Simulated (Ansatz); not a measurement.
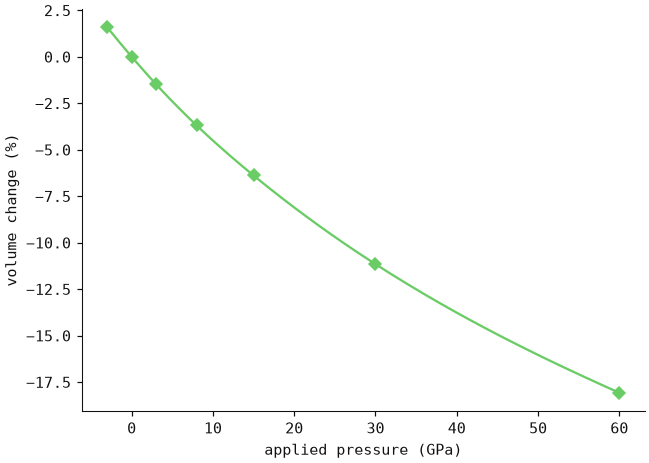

The plot gives the computed volume change against applied pressure for GaN, space group P6_3mc (No. 186).

The given structure:
```
CELL_PARAMETERS angstrom
3.18310 0.00000 0.00000
-1.59150 2.75660 0.00000
0.00000 0.00000 5.18360
ATOMIC_POSITIONS crystal
Ga 0.66667 0.33333 0.49910
Ga 0.33333 0.66667 0.99910
N 0.66667 0.33333 0.87590
N 0.33333 0.66667 0.37590
```

Method: volume, enthalpy and cell of a crystal along a series of hydrostatic pressures at zero temperature, keeping its symmetry; changes are against the given cell; the k mesh follows the cell and the gap; plane waves with PAW datasets, Γ-centred k mesh (Ansatz 0.2.0). Level: r2SCAN, no spin polarisation.

```csv
setting,value
wave cutoff,500 eV
occupations,Gaussian
k mesh at zero pressure,12×12×6
smearing width at zero pressure,0.02 eV
```

From this curve and the settings, what does the calculation give for the band gap, change of a and change of c at the same points?

The band gap stays open and runs from 2.241 eV at applied pressure −3 GPa to 3.721 eV at 60 GPa. The change of a falls from 0.52 % at applied pressure −3 GPa to −6.48 % at 60 GPa. The change of c falls from 0.53 % at applied pressure −3 GPa to −6.33 % at 60 GPa.

```json
{"applied pressure (GPa)": "-3", "band gap (eV)": "2.241", "change of a (%)": "0.52", "change of c (%)": "0.53"}
{"applied pressure (GPa)": "0", "band gap (eV)": "2.351", "change of a (%)": "0.00", "change of c (%)": "0.00"}
{"applied pressure (GPa)": "3", "band gap (eV)": "2.455", "change of a (%)": "-0.49", "change of c (%)": "-0.50"}
{"applied pressure (GPa)": "8", "band gap (eV)": "2.614", "change of a (%)": "-1.25", "change of c (%)": "-1.25"}
{"applied pressure (GPa)": "15", "band gap (eV)": "2.811", "change of a (%)": "-2.18", "change of c (%)": "-2.17"}
{"applied pressure (GPa)": "30", "band gap (eV)": "3.172", "change of a (%)": "-3.88", "change of c (%)": "-3.84"}
{"applied pressure (GPa)": "60", "band gap (eV)": "3.721", "change of a (%)": "-6.48", "change of c (%)": "-6.33"}
```
